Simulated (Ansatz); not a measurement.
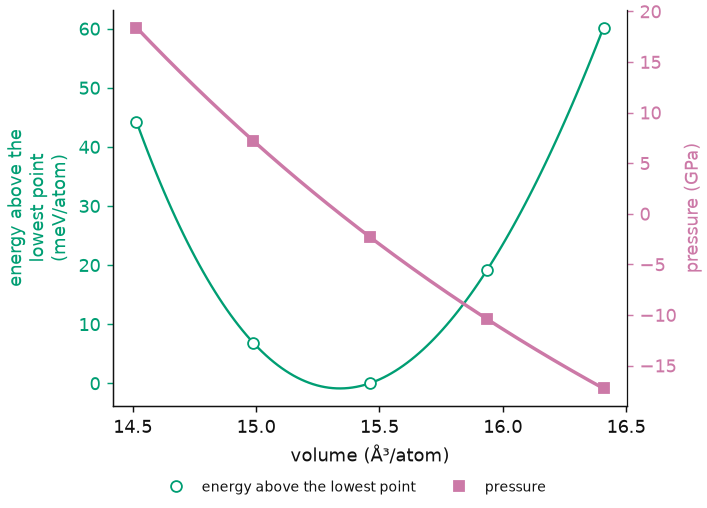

The plot gives the computed energy above the lowest point and pressure against volume for Mo, space group Im-3m (No. 229) (one of a set of cubic test structures, which need not be the stable phase).

Computed with Ansatz 0.2.0 development build: equation of state of a cubic crystal from periodic Kohn-Sham density functional theory without spin, third-order Birch-Murnaghan fit to the free energies; pressure corrected for the finite basis. Level: HSE06.

- structure type: bcc
- atoms in cell: 1
- space group number: 229
- lattice centring: body-centred primitive
- k mesh: 6×6×6
- occupation method: Fermi–Dirac
- occupation width: 0.1 eV
- wave cutoff: 500 eV
- datasets: hand-made PAW
- density tolerance: 0 eV
- bands: 11
- density cutoff ratio: 4
- search for lower states: default
- exchange singularity: regularized

Question: What equilibrium volume and bulk modulus follow from the curve?

Answer: A third-order Birch–Murnaghan fit gives V0 = 15.34 Å³/atom, B0 = 296 GPa and B′ = 4.3.

Question: What does the pressure do across the range?

Answer: It falls from 18.4 GPa at volume 14.52 Å³/atom to −17.3 GPa at 16.41 Å³/atom, and changes sign near 15.35 Å³/atom.

Note: coarse k-mesh, values are not converged in k.
